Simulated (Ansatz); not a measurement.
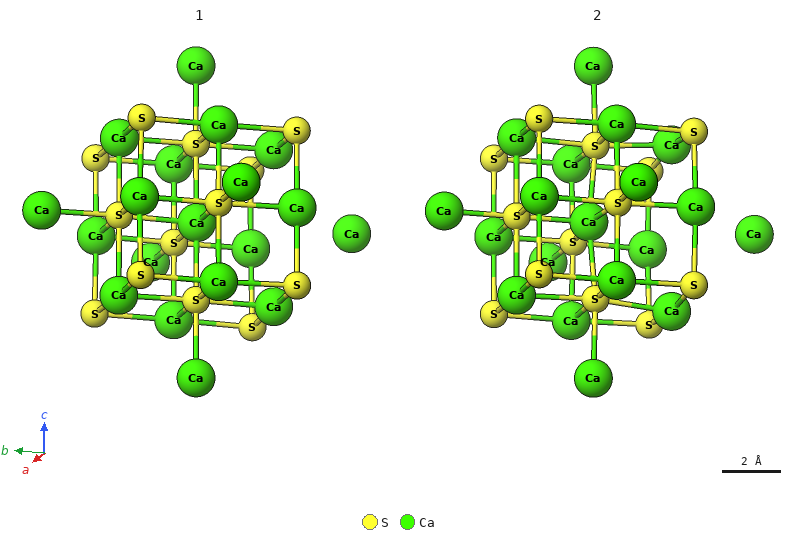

Two geometries of a defect cell of composition S31Ca32 (cell charge +2), drawn at one scale. One is the start of a relaxation, the other its converged end. The picture is a ball-and-stick view of the atoms within 5.8 Å of the atom that moves most (axes of the cell of the calculation (origin shifted)), seen from a free direction.

These are results of DFT, PBEsol, PAW, plane waves (Ansatz 0.2.0), not measurements. (plane-wave cutoff 420 eV; k-point mesh 1 × 1 × 1; mesh shifted by (0.25, 0.25, 0.25); no spin polarisation; atoms relaxed in a fixed cell; force threshold 0.03 eV/Å; at most 80 steps)

### Which one is relaxed?

Structure 2 is the relaxed one. The energy falls by 1.354 eV per cell of the calculation in 3 geometry steps. The largest force component goes from 1.4 to 0.007 eV/Å. A Ca atom moves most: 0.21 Å along +b. By element the largest moves are Ca 0.21 Å, S 0.10 Å. The cell doesn't change. Among the contacts that change: Ca–S 2.828 → 2.627 Å, Ca–S 2.769 → 2.865 Å, Ca–S 2.767 → 2.842 Å, Ca–S 2.849 → 2.778 Å. Among the angles between lasting bonds that change: Ca–S–Ca 89.4° → 99.8°, Ca–S–Ca 89.8° → 99.8°, Ca–S–Ca 90.5° → 99.8°. The run took 3.4 s on 1 × NVIDIA GB200 with 8 threads of Arm Neoverse-V2, peak memory 1.9 GiB.

Limits of the set-up: the cell is charged, on a uniform background, and energies carry no finite-size correction.
